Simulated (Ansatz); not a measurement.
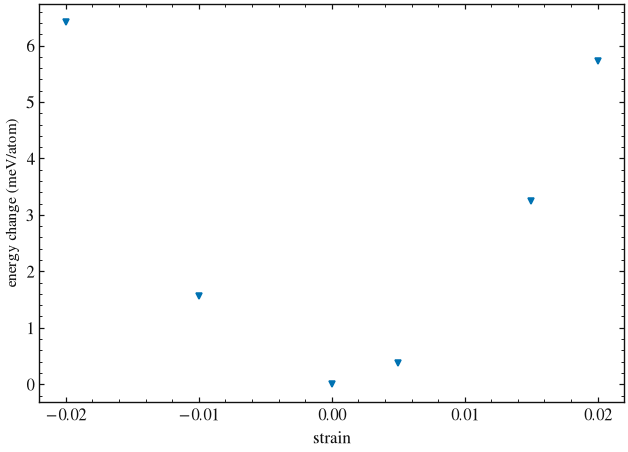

The figure shows the energy change against strain for Co, space group P6_3/mmc (No. 194).

Structure:
```xyz
2
Lattice="2.4564 0.0000 0.0000 -1.2282 2.1273 0.0000 0.0000 0.0000 3.9695" Properties=species:S:1:pos:R:3 pbc="T T T"
Co    1.2282    0.7091    0.9924
Co    0.0000    1.4182    2.9771
```

How it was computed, with Ansatz 0.2.0: homogeneous strain of a crystal along one Voigt pattern with engineering shear, fractional coordinates fixed, by plane-wave density functional theory with PAW datasets, free energies less that of the undisturbed cell, pressure positive in compression; scalar-relativistic. Level: PBEsol, collinear spin.

wave cutoff 420 eV; k mesh 30×30×16; occupations Gaussian; smearing width 0.15 eV; k shift (0, 0, 0) (mesh steps); start relaxed; strain pattern (0, 0, 1, 0, 0, 0) (xx yy zz yz xz xy with engineering shear).

From this curve and the settings, what does the calculation give for the tensile stress summed over the strain pattern, pressure and total moment at the same points?

The tensile stress summed over the strain pattern rises from −10.2 GPa at strain −0.020 to 8.6 GPa at 0.020, and changes sign near 0.000. The pressure falls from 5.293 GPa at strain −0.020 to −4.494 GPa at 0.020, and changes sign near 0.000. The total moment rises from 3.101 μB/cell at strain −0.020 to 3.183 μB/cell at 0.020.

```
strain  tensile stress summed over the strain pattern (GPa)  pressure (GPa)  total moment (μB/cell)
-0.020                                                -10.2           5.293                   3.101
-0.010                                                 -4.9           2.546                   3.122
 0.000                                                  0.0           0.006                   3.143
 0.005                                                  2.3          -1.190                   3.153
 0.015                                                  6.6          -3.440                   3.173
 0.020                                                  8.6          -4.494                   3.183
```

Caveats: state may not be the lowest.
